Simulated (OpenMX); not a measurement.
**Energy of TiB$_{2}$ along an even scaling of the cell**

System: TiB$_{2}$ (3 atoms in the cell).
Method: Kohn-Sham DFT of a periodic cell, LDA, OpenMX 2013 LDA set, no spin polarisation (OpenMX 3.8.5).

The 7 runs differ only in the geometry, by an even scaling of the cell at fixed fractional positions. The structure derives from an entry of the Crystallography Open Database.

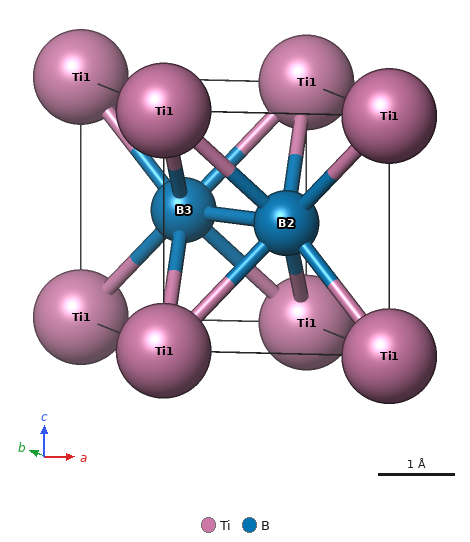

Figure 1. The structure of run 4 (ball-and-stick view of the cell of the calculation, seen slightly off an axis; atoms are numbered from 1 in the order of the input). An atom can appear more than once, as a periodic image.

### Input of run 4
```
System.CurrrentDirectory             ./
System.Name                          TiB2
DATA.PATH                            ./DFT_DATA13
level.of.stdout                      1
level.of.fileout                     0
Species.Number                       2
<Definition.of.Atomic.Species
  Ti  Ti7.0-s3p2d2           Ti_CA13
  B   B7.0-s2p2d1            B_CA13
Definition.of.Atomic.Species>

Atoms.Number                         3
Atoms.SpeciesAndCoordinates.Unit     FRAC
<Atoms.SpeciesAndCoordinates
    1  Ti    0.0000000000    0.0000000000    0.0000000000   6.000  6.000
    2  B     0.6666666667    0.3333333333    0.5000000000   1.500  1.500
    3  B     0.3333333333    0.6666666667    0.5000000000   1.500  1.500
Atoms.SpeciesAndCoordinates>

Atoms.UnitVectors.Unit               Ang
<Atoms.UnitVectors
     3.0292000000    0.0000000000    0.0000000000
    -1.5146000000    2.6233641531    0.0000000000
     0.0000000000    0.0000000000    3.2284000000
Atoms.UnitVectors>

scf.XcType                           LDA
scf.SpinPolarization                 off
scf.ElectronicTemperature            580.226
scf.energycutoff                     400.0
scf.maxIter                          100
scf.EigenvalueSolver                 band
scf.Kgrid                            11 11 9
scf.Mixing.Type                      rmm-diisk
scf.Init.Mixing.Weight               0.05
scf.Min.Mixing.Weight                0.001
scf.Max.Mixing.Weight                0.3
scf.Mixing.History                   25
scf.Mixing.StartPulay                8
scf.criterion                        1.0e-8
scf.stress.tensor                    on
MD.Type                              nomd
Band.dispersion                      on
Band.Nkpath                          9
<Band.kpath
   10   0.000000  0.000000  0.000000    0.500000  0.000000  0.000000  G M
    6   0.500000  0.000000  0.000000    0.333333  0.333333  0.000000  M K
   12   0.333333  0.333333  0.000000    0.000000  0.000000  0.000000  K G
    8   0.000000  0.000000  0.000000    0.000000  0.000000  0.500000  G A
   10   0.000000  0.000000  0.500000    0.500000  0.000000  0.500000  A L
    6   0.500000  0.000000  0.500000    0.333333  0.333333  0.500000  L H
   12   0.333333  0.333333  0.500000    0.000000  0.000000  0.500000  H A
    8   0.500000  0.000000  0.500000    0.500000  0.000000  0.000000  L M
    8   0.333333  0.333333  0.000000    0.333333  0.333333  0.500000  K H
Band.kpath>
```

Command:
```bash
openmx TiB2.dat -nt 1 > TiB2.std
```

Run 2 has the same physical settings and fractional positions; its lattice vectors (Å) are:
```
   2.988260    0.000000    0.000000
  -1.494130    2.587909    0.000000
   0.000000    0.000000    3.184768
```

### Results, with one run withheld

| run | volume per atom (Å³) | free energy per atom, from the lowest run given (meV) |
| --- | --- | --- |
| 1 | 8.039 | 0.00 |
| 2 | 8.210 | ? |
| 3 | 8.381 | 1.37 |
| 4 | 8.552 | 10.70 |
| 5 | 8.723 | 25.13 |
| 6 | 8.894 | 44.09 |
| 7 | 9.065 | 67.13 |

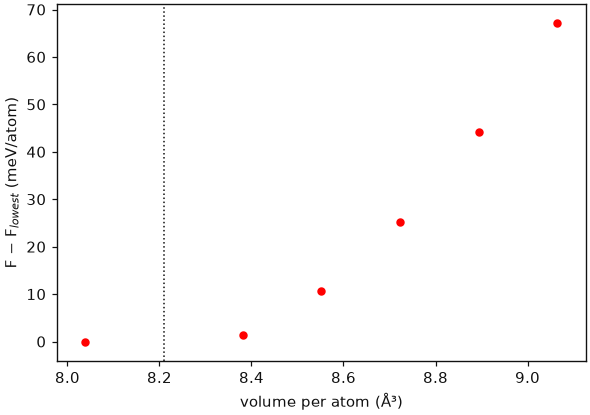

Figure 2. Free energy per atom of the runs given; the dotted line marks run 2.

Fit the runs given and predict run 2.

A cubic polynomial in V^(−2/3) (the Birch–Murnaghan form), fitted to the 6 runs given, misses them by at most 0.02 meV per atom. With x = V^(−2/3) − 0.23827 Å⁻², it reads F = 14.12 − 4212.2 x + 2.6749e+05 x² − 15250 x³ (meV per atom). At run 2 it gives −2.42 meV per atom, and the run itself gives −2.35. The fit has its minimum at 8.188 Å³ per atom, where V d²F/dV² gives 281 GPa. Cell shape and fractional positions are held, so this is the stiffness under even scaling; the relaxed bulk modulus wasn't computed.

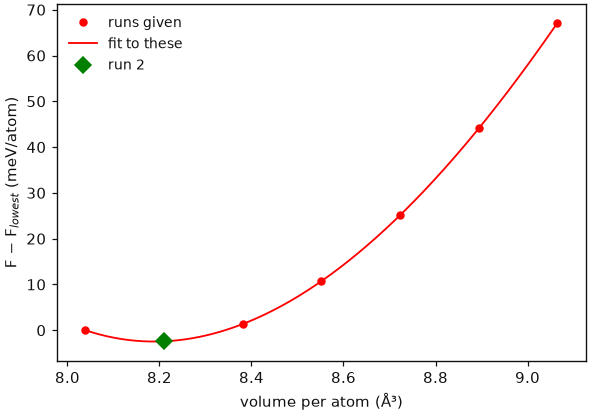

Figure 3. The fit and the withheld run.

### Some lines of the output (run 2)
```
[...]
  Cell_Volume =    166.204051790843 (Bohr^3)
        Total energy (Hartree) at MD = 1
   kloop=0
   kloop=1
   kloop=544
```

Notes: With a small basis of atomic orbitals these values can differ much from converged plane-wave results.
